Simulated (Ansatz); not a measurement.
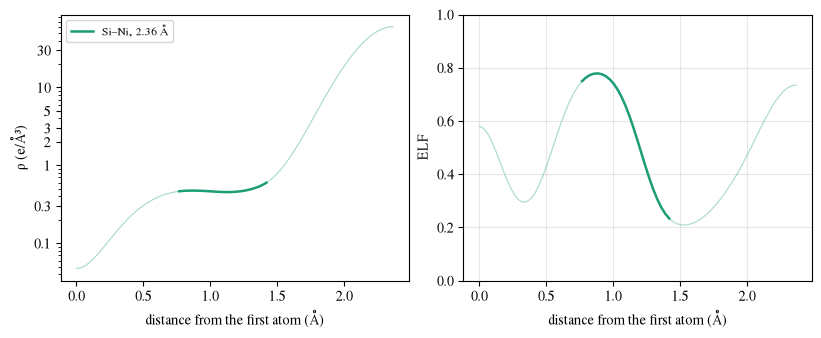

Figure 1: Si2Ni. Valence charge density (pseudo) and ELF along straight lines between neighbouring atoms. Thin, pale parts lie inside the atomic spheres.

Space group I4/mmm; a generated structure, not necessarily the stable one; computed without spin polarisation.

Method: Ansatz 0.2.0, DFT PBE, scalar-relativistic, plane waves, PAW.

In a PAW calculation such maps are meaningful between the atoms, not at the nuclei.

> What can be read from the curves?

Si–Ni (2.36 Å): the density is about 0.46 e/Å³ at the midpoint; the ELF peaks at about 0.80 in the valence shell of Si, 0.9 Å from its nucleus, and is about 0.55 at the midpoint.
